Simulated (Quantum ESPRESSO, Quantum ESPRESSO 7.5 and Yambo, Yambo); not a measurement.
## GaN (honeycomb monolayer): G0W0 on several meshes in Yambo

Wanted: mesh dependence and cost of G0W0 for GaN (honeycomb monolayer).

Method: PBE and many-body steps on it, plane waves, in Quantum ESPRESSO 7.5 and Yambo 5.3.0.

## (1) The structure

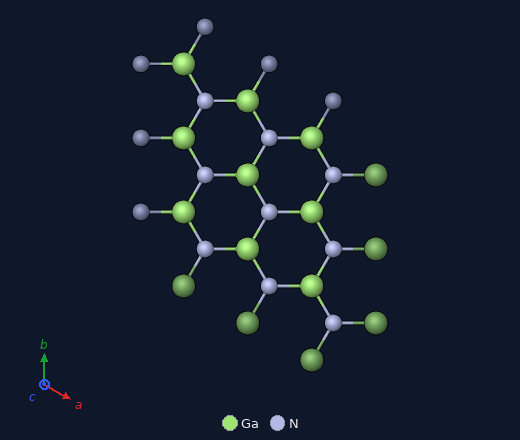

The starting structure, seen from above (gallium green, nitrogen light blue). 3×3×1 cells are drawn. Some periodic images of atoms are drawn too.

The cell holds 2 atoms: 1 Ga and 1 N. Cell: a = 3.213 Å, b = 3.213 Å, c = 14.000 Å, α = 90.0°, β = 90.0°, γ = 120.0°. Vacuum lies along c.

The structure was relaxed with PBE. The runs that relaxed it are not among those shown.

## (2) Empty states on the mesh, 9×9×1 mesh, 175 bands

This step: Quantum ESPRESSO 7.5; DFT, PBE, plane waves, norm-conserving pseudopotentials.

The sums over transitions need many empty states on a uniform mesh; this step solves for them.

The input, pw.in:

```
&control
  calculation = 'nscf'
  prefix = 'x'
  outdir = 'o'
  pseudo_dir = 'pseudo'
/
&system
  ibrav = 0
  nat = 2
  ntyp = 2
  ecutwfc = 72.0
  nbnd = 175
  force_symmorphic = .true.
/
&electrons
  conv_thr = 1e-9
  electron_maxstep = 80
  diago_full_acc = .true.
  diago_thr_init = 5e-6
/
ATOMIC_SPECIES
  Ga 69.723 Ga.upf
  N 14.007 N.upf
CELL_PARAMETERS angstrom
  3.2128946041 -0.0000000000 0.0000000000
  -1.6064473020 2.7824483469 0.0000000000
  0.0000000000 0.0000000000 14.0000000000
ATOMIC_POSITIONS crystal
  Ga 0.3333333333 0.6666666667 0.5000398335
  N 0.6666666667 0.3333333333 0.4999601665
K_POINTS automatic
  9 9 1 0 0 0
```

The run is started by

```
$ OMP_NUM_THREADS=1 mpirun -n 4 pw.x -nk 4 -in pw.in > pw.out
```

Log:

```text
Program PWSCF v.7.5 starts

     This program is part of the open-source Quantum ESPRESSO suite
     for quantum simulation of materials; please cite
         "P. Giannozzi et al., J. Phys.:Condens. Matter 21 395502 (2009);
         "P. Giannozzi et al., J. Phys.:Condens. Matter 29 465901 (2017);
         "P. Giannozzi et al., J. Chem. Phys. 152 154105 (2020);
     in publications or presentations arising from this work. More details at

     Atomic positions and unit cell read from directory:
     o/x.save/

     Message from routine setup:
[...]
35.2539  35.6268  35.8761  36.1072  36.4073  36.8067  37.1951  37.7101
     [... 10 further rows ...]
    65.4858  65.6798  65.7708  65.7918  66.9845  67.1715  67.4409  68.0080
    68.0139  68.3768  68.7288  69.6640  69.9488  70.0659  70.8334

          k = 0.0000 0.3849 0.0000 (  8718 PWs)   bands (ev):

     [... further k-points ...]

     highest occupied, lowest unoccupied level (ev):    -2.4504   -0.2760

     XML data file, pseudopotentials, collected wavefunctions

=------------------------------------------------------------------------------=
   JOB DONE.
=------------------------------------------------------------------------------=
```

It took 44 s on 4 MPI ranks of Arm Neoverse V1, shared host; peak memory 0.74 GiB.

This step gave:

| Quantity | Value |
| --- | --- |
| gap | 2.174 eV |
| k of the valence top | 0.3333, 0.3333, 0 |
| k of the conduction bottom | 0, 0, 0 |
| least direct gap | 2.507 eV |
| k points computed | 12 |
| lowest point of the top converged band, above the valence top | 70.5696 eV |

On this mesh the gap is 2.174 eV.

The density comes from a self-consistent run that is not shown.

## (3) Conversion and set-up

This step: Yambo 5.3.0; conversion and set-up on PBE, plane waves, norm-conserving pseudopotentials.

The states are converted to the many-body program's format and the q mesh is built.

The run is started by

```
$ (cd o/x.save; p2y > p2y.log; mv SAVE ../..); yambo > setup.log
```

Log:

```text
 Yambo, version 5.3.0

 [02] CORE Variables Setup
 =========================

  [02.01] Unit cells
  ==================

  Cell kind             :  HCP
  Atoms in the cell     :  Ga  N
  number of Ga atoms    :  1
  number of N  atoms    :  1

  List of atomic masses
  Mass of Ga    :  69.72300
  Mass of N     :  14.00700

  List of atomic coordinates    : [cc]
  Ga1       : -0.24058E-09   3.5054       13.229      order 1
  N1       :   3.03575   1.75269  13.22703  order 2

  Alat factors          :   6.07149   5.25807  26.45617 [a.u.]
  Direct lattice volume :  844.5945 [a.u.]
[...]
K/Q-points units:
 rlu = crystal or reduced units; cc = cartesian coordinates; iku = interal k-units

 Q [ 1]         [rlu]:  0.000000  0.000000  0.000000
 Q [ 2]         [rlu]:  0.59999E-17  0.11111       0.0000
 Q [ 3]         [rlu]:  0.12000E-16  0.22222       0.0000
[...]
Q [ 8]         [rlu]:  0.111111  0.333333  0.000000
 Q [ 9]         [rlu]:  0.111111  0.444444  0.000000
 Q [10]         [rlu]:  0.222222  0.222222  0.000000
 Q [11]         [rlu]:  0.222222  0.333333  0.000000
 Q [12]         [rlu]:  0.333333  0.333333  0.000000

  [03.01] X indexes
  =================

   [03.01.01] Sigma indexes
   ========================

 [06] Game Over & Game summary
```

It took 2.8 s on 1 MPI rank; peak memory 0.25 GiB.

## (4) 9×9×1

Now the one-shot GW correction: screening in the RPA, then the self-energy of the levels asked for.

This step: G0W0 on PBE, plane waves, norm-conserving pseudopotentials.

The input, gw2.in:

```
HF_and_locXC
gw0
dyson
ppa
em1d
rim_cut
rim_w
RandQpts= 3000000
RandGvec= 100 RL
CUTGeo= "slab z"
RandGvecW= 9 RL
EXXRLvcs= 72 Ry
VXCRLvcs= 288 Ry
Chimod= "HARTREE"
% BndsRnXp
 1 | 86 |
%
NGsBlkXp= 9.5 Ry
% LongDrXp
 1 | 1 | 0 |
%
% GbndRnge
 1 | 86 |
%
DysSolver= "n"
ExtendOut
PPAPntXp= 27.21138 eV
% QPkrange
 12 | 12 | 8 | 11 |
 1 | 1 | 8 | 11 |
%
```

The run is started by

```
$ OMP_NUM_THREADS=1 mpirun -n 4 yambo -F gw2.in -J gw2 -C gw2 > gw2.log
```

Log:

```text
 Yambo, version 5.3.0

 [02] CORE Variables Setup
 =========================

  [... cell, symmetries and grids as in the set-up ...]

  [02.05] Energies & Occupations
  ==============================

  [X] === General ===
  [X] Electronic Temperature                        :  0.000000  0.000000 [eV K]
  [X] Bosonic    Temperature                        :  0.000000  0.000000 [eV K]
  [X] Finite Temperature mode                       : no
  [X] El. density                                   :  0.14382E+24 [cm-3]
  [X] Fermi Level                                   : -2.450356 [eV]

  [X] === Gaps and Widths ===
  [X] Conduction Band Min                           :  2.174319 [eV]
  [X] Valence Band Max                              :  0.000000 [eV]
  [X] Filled Bands                                  :   9
  [X] Empty Bands                                   :   10  175
  [X] Direct Gap                                    :  2.507052 [eV]
  [X] Direct Gap localized at k                     :  1
  [X] Indirect Gap                                  :  2.174319 [eV]
  [X] Indirect Gap between kpts                     :  12   1
  [X] Last valence band width                       :  1.345545 [eV]
  [X] 1st conduction band width                     :  3.094321 [eV]

 [03] Transferred momenta grid and indexing
 ==========================================

 IBZ Q-points                                      :  12
 BZ  Q-points                                      :   81

 K/Q-points units:
 rlu = crystal or reduced units; cc = cartesian coordinates; iku = interal k-units

 Q [ 1]         [rlu]:  0.000000  0.000000  0.000000
 Q [ 2]         [rlu]:  0.59999E-17  0.11111       0.0000
 Q [ 3]         [rlu]:  0.12000E-16  0.22222       0.0000
 Q [ 4]         [rlu]:  0.18000E-16  0.33333       0.0000
 Q [ 5]         [rlu]:  0.24000E-16  0.44444       0.0000
 Q [ 6]         [rlu]:  0.111111  0.111111  0.000000
 Q [ 7]         [rlu]:  0.111111  0.222222  0.000000
 Q [ 8]         [rlu]:  0.111111  0.333333  0.000000
 Q [ 9]         [rlu]:  0.111111  0.444444  0.000000
 Q [10]         [rlu]:  0.222222  0.222222  0.000000
 Q [11]         [rlu]:  0.222222  0.333333  0.000000
 Q [12]         [rlu]:  0.333333  0.333333  0.000000

 [04] Coloumb potential Random Integration (RIM)
 ===============================================

 Performing RIM of v_slab

  [04.01] RIM initialization
  ==========================

  * Diagonal components only detected *

  8 x (sBL volume)        :  0.029007 [a.u.]
  sBZ random points       :  3000000
  Points outside the sBZ  :  24001124
  RL volume               :  0.293692 [a.u.]
  Integrated volume       :  0.293678 [a.u.]

  [04.02] RIM integrals
  =====================

  Gamma point sphere radius             :  0.031176 [a.u.]
  Points outside the sphere             :  2398760
  [Int_sBZ(q=0) 1/q^2]*(Vol_sBZ)^(-1/3) =:  7.241949
                                 should be <:  7.795600

  Summary of Coulomb integrals for non-metallic bands |Q|[au] RIM/Bare

  Q [1] 0.100000E-4 0.928979 * Q [2] 0.132773 0.898647
  Q [6] 0.229970 0.987339 * Q [3] 0.265547 0.998666
  Q [7] 0.351286 1.008532 * Q [4] 0.398320 1.009451
  Q [10] 0.459941 1.008860 * Q [8] 0.478722 1.008580
  Q [5] 0.531094 1.007625 * Q [11] 0.578746 1.006673
  Q [9] 0.608445 1.006172 * Q [12] 0.689911 1.004908
  Non-periodic chartesian directions : none
  Optical renormalization            :  26.45617 [au]
  Polarizability dimension           : length

 [05] Coloumb potential CutOffslab
 =================================

 Cut directionsZ
 Slab Cutoff:Z
 Symmetry test passed : yes

 [06] Dipoles
 ============

  [06.01] Setup: observables and procedures
  =========================================

 [07] Dynamic Dielectric Matrix (PPA)
 ====================================

 [WR./gw2//ndb.pp]---------------------------------------------------------------
  Brillouin Zone Q/K grids (IBZ/BZ)                :   12   81   12   81
  RL vectors                                       :  10775 [WF]
[...]
<9|nlXC|9> = -21.35127  0.16284E-16 <9|lXC|9> = -18.32469  0.47204E-16
 <10|nlXC|10> = -7.242972  0.13779E-17 <10|lXC|10> = -10.91415  0.38040E-25
 <11|nlXC|11> = -2.492757  0.79841E-18 <11|lXC|11> = -4.732583 -0.11801E-16

  Corrections @ K [12] :  [eV]
 <8|nlXC|8> = -19.52848  0.89295E-17 <8|lXC|8> = -14.36821  0.94408E-16
 <9|nlXC|9> = -19.69369  0.20281E-16 <9|lXC|9> = -16.05736  0.31454E-30
 <10|nlXC|10> = -4.893069 -0.14871E-17 <10|lXC|10> = -8.607072  0.18882E-15
 <11|nlXC|11> = -7.886081  0.78490E-18 <11|lXC|11> = -13.80976 -0.39522E-28

  [08.01] Hartree-Fock occupations report
  =======================================

  [Hartree-Fock] === General ===
  [Hartree-Fock] Electronic Temperature             :  0.000000  0.000000 [eV K]
  [Hartree-Fock] Bosonic    Temperature             :  0.000000  0.000000 [eV K]
  [Hartree-Fock] Finite Temperature mode            : no
  [Hartree-Fock] El. density                        :  0.14382E+24 [cm-3]
  [Hartree-Fock] Fermi Level                        : -2.450356 [eV]

  [Hartree-Fock] === Gaps and Widths ===
  [Hartree-Fock] Conduction Band Min                :  2.884319 [eV]
  [Hartree-Fock] Valence Band Max                   : -0.183594 [eV]
  [Hartree-Fock] Filled Bands                       :   9
  [Hartree-Fock] Empty Bands                        :   10  175
  [Hartree-Fock] Direct Gap                         :  3.458548 [eV]
  [Hartree-Fock] Direct Gap localized at k          :  2
  [Hartree-Fock] Indirect Gap                       :  3.067913 [eV]
  [Hartree-Fock] Indirect Gap between kpts          :  11   2
  [Hartree-Fock] Last valence band width            :  3.452742 [eV]
  [Hartree-Fock] 1st conduction band width          :  5.915376 [eV]

 [09] Dyson equation: Newton solver
 ==================================

  [09.01] RIM-W interpolation
  ===========================

  [WARNING] RIM-W works only for 2D semiconductors with slab cutoff
  Found compatible q grid: 2D
  q_min[ 1 ]:  0.11111      0.61519E-11   0.0000     [rlu]
   0.111111  0.055556  0.000000 [iku]
  q_min[ 2 ]:  0.59999E-17  0.11111       0.0000     [rlu]
   0.59999E-17  0.11111       0.0000     [iku]
  G-vectors :   9
  G-vectors loaded:   61
  Number of interpolated frequencies:  2

  Evaluating coefficients q = 0
  Evaluating coefficients q = 0

  [09.02] RIM-W integrals
  =======================

  8 x (sBL volume)        :  0.029007 [a.u.]
  sBZ random points       :  3000000
  Points outside the sBZ  :  24001124
  RL volume               :  0.293692 [a.u.]
  Integrated volume       :  0.293678 [a.u.]

  [09.03] RIM integrals
  =====================

  Comparison between head Wc = W - v averages: < Wc > [au] RIM-W/RIM

   < -Wc [Q = 1] > 0.128252E-1 0.880795E-5 * < -Wc [Q = 2] > 0.003428 0.003323
   < -Wc [Q = 3] > 0.734549E-3 0.722877E-3 * < -Wc [Q = 4] > 0.257520E-3 0.254621E-3
   < -Wc [Q = 5] > 0.116595E-3 0.115688E-3 * < -Wc [Q = 6] > 0.001044 0.001025
   < -Wc [Q = 7] > 0.361567E-3 0.357344E-3 * < -Wc [Q = 8] > 0.157049E-3 0.155824E-3
   < -Wc [Q = 9] > 0.798606E-4 0.794181E-4 * < -Wc [Q = 10] > 0.176677E-3 0.175383E-3
   < -Wc [Q = 11] > 0.934946E-4 0.930416E-4 * < -Wc [Q = 12] > 0.568096E-4 0.566321E-4

  Comparison between head Wc = W - v averages: < Wc > [au] RIM-W/RIM

   < -Wc [G = 1,G`=0] > 0.128252E-1 0.880795E-5 * < -Wc [G = 2,G`=0] >-0.964105E-3  0.00000
   < -Wc [G = 3,G`=0] >-0.964105E-3  0.00000 * < -Wc [G = 4,G`=0] > 0.563032E-4  0.00000
   < -Wc [G = 5,G`=0] > 0.563032E-4  0.00000 * < -Wc [G = 6,G`=0] >-0.328877E-4  0.00000
   < -Wc [G = 7,G`=0] >-0.328877E-4  0.00000 * < -Wc [G = 8,G`=0] > 0.946304E-6  0.00000
   < -Wc [G = 9,G`=0] > 0.946304E-6  0.00000

 [10] G0W0 (W PPA)
 =================

 [  GW  ] Bands range     :    1   86
 [GW/PPA] G damping       :  0.100000 [eV]

 QP @ state[ 1 ] K range:  1  1
 QP @ state[ 1 ] b range:   8  11
 QP @ state[ 2 ] K range:  12  12
 QP @ state[ 2 ] b range:   8  11

  Sc/G bands                                       :    1   86
  Sc/G damping                                     :  0.100000 ev
  Sc bands terminator                              : no
  Sx RL components                                 :   8789

  QP @ state[ 1 ] K range                          :  1  1
  QP @ state[ 1 ] b range                          :   8  11
  QP @ state[ 2 ] K range                          :  12  12
  QP @ state[ 2 ] b range                          :   8  11
  GF energies kind                                 : Perdew, Burke & Ernzerhof(X)+Perdew, Burke & Ernzerhof(C)
  GF WF`s kind                                     : Perdew, Burke & Ernzerhof(X)+Perdew, Burke & Ernzerhof(C)
  Xs energies kind                                 : Perdew, Burke & Ernzerhof(X)+Perdew, Burke & Ernzerhof(C)
  Xs WF`s kind                                     : Perdew, Burke & Ernzerhof(X)+Perdew, Burke & Ernzerhof(C)

 [14] Game Over & Game summary
```

Run time: 6.9 min. Hardware: 4 MPI ranks; peak memory 2.2 GiB; 28 min of CPU time.

This step gave:

* G0W0 gap on the points computed: 3.903 eV
* starting gap on the mesh: 2.174 eV
* k of the valence top: 0.3333, 0.3333, 0
* k of the conduction bottom: 0, 0, 0
* least direct G0W0 gap on the computed points: 3.920 eV
* Z at the valence top: 0.7742
* Z at the conduction bottom: 0.8316

The gap on the mesh goes from 2.17 eV to 3.90 eV, a correction of +1.73 eV.

## (5) Empty states on the mesh, 6×6×1 mesh, 86 bands

This step: Quantum ESPRESSO 7.5; DFT, PBE, plane waves, norm-conserving pseudopotentials.

pw.in: that of step 2 with these lines changed.

```diff
@@ -11,3 +11,3 @@
   ecutwfc = 72.0
-  nbnd = 175
+  nbnd = 86
   force_symmorphic = .true.
@@ -31,2 +31,2 @@
 K_POINTS automatic
-  9 9 1 0 0 0
+  6 6 1 0 0 0
```

The run is started by

```
$ OMP_NUM_THREADS=1 mpirun -n 4 pw.x -nk 4 -in pw.in > pw.out
```

Log:

```text
[banner, memory and clock lines left out]
Program PWSCF v.7.5 starts

     Atomic positions and unit cell read from directory:
     o/x.save/

     Message from routine setup:
     using ibrav=0 with symmetry is DISCOURAGED, use correct ibrav instead

     G-vector sticks info

     bravais-lattice index     =            0
     lattice parameter (alat)  =       6.0715  a.u.
     unit-cell volume          =     844.5945 (a.u.)^3
     number of atoms/cell      =            2
     number of atomic types    =            2
     number of electrons       =        18.00
[...]
k = 0.0000 0.1925 0.0000 (  8702 PWs)   bands (ev):

[...]
37.9840  38.2533  38.6896  39.0444  40.4992  40.8820

          k = 0.0000 0.3849 0.0000 (  8718 PWs)   bands (ev):

[...]
33.6869  34.3443  34.5838  34.6611  34.6703  35.0103  35.5622  36.5262
    36.7460  36.9666  37.8423  37.8819  38.5392  38.7008  38.9447  39.1784
    39.7205  39.8182  40.1937  40.5059  41.0654  41.4154

          k = 0.0000-0.5774 0.0000 (  8714 PWs)   bands (ev):

     [... further k-points ...]

     highest occupied, lowest unoccupied level (ev):    -2.4504   -0.2760

     XML data file, pseudopotentials, collected wavefunctions
```

Wall time 13 s (4 MPI ranks); peak memory 0.49 GiB.

This step gave:

* gap: 2.174 eV
* k of the valence top: 0.3333, 0.3333, 0
* k of the conduction bottom: 0, 0, 0
* least direct gap: 2.507 eV
* k points computed: 7
* lowest point of the top converged band, above the valence top: 41.31 eV

On this mesh the gap is 2.174 eV.

## (6) Conversion and set-up

This step: Yambo 5.3.0; conversion and set-up on PBE, plane waves, norm-conserving pseudopotentials.

The run is started by

```
$ (cd o/x.save; p2y > p2y.log; mv SAVE ../..); yambo > setup.log
```

Log:

```text
 Yambo, version 5.3.0

 [02] CORE Variables Setup
 =========================

  [02.01] Unit cells
  ==================

  Cell kind             :  HCP
  Atoms in the cell     :  Ga  N
  number of Ga atoms    :  1
  number of N  atoms    :  1

  List of atomic masses
  Mass of Ga    :  69.72300
  Mass of N     :  14.00700

  List of atomic coordinates    : [cc]
  Ga1       : -0.24058E-09   3.5054       13.229      order 1
  N1       :   3.03575   1.75269  13.22703  order 2

  Alat factors          :   6.07149   5.25807  26.45617 [a.u.]
  Direct lattice volume :  844.5945 [a.u.]
[...]
BZ  Q-points                                      :   36

 K/Q-points units:
 rlu = crystal or reduced units; cc = cartesian coordinates; iku = interal k-units

 Q [1]          [rlu]:  0.000000  0.000000  0.000000
 Q [2]          [rlu]:  0.89999E-17  0.16667       0.0000
 Q [3]          [rlu]:  0.18000E-16  0.33333       0.0000
 Q [4]          [rlu]: -0.27000E-16 -0.50000       0.0000
 Q [5]          [rlu]:  0.166667  0.166667  0.000000
 Q [6]          [rlu]:  0.166667  0.333333  0.000000
 Q [7]          [rlu]:  0.333333  0.333333  0.000000

  [03.01] X indexes
  =================

   [03.01.01] Sigma indexes
   ========================

 [06] Game Over & Game summary
```

Wall time 2.5 s (1 MPI rank); peak memory 0.24 GiB.

[end of part 1 of 2]

[Paths, hosts, dates, memory and timing lines, banners, echoed tables and standing remarks are left out of the program output.]

[Logs are printed without paths, hosts, clocks, repeated set-up lines and the standing remarks that a program may print on its own settings, such as how far it seeks lower states.]

[Runs of the session that timed out or met a known fault of the program may be left out.]

[Hosts, paths, dates, database ids (printed as entryN), source tags and the programs' standing remarks are cut or masked in the printed files.]
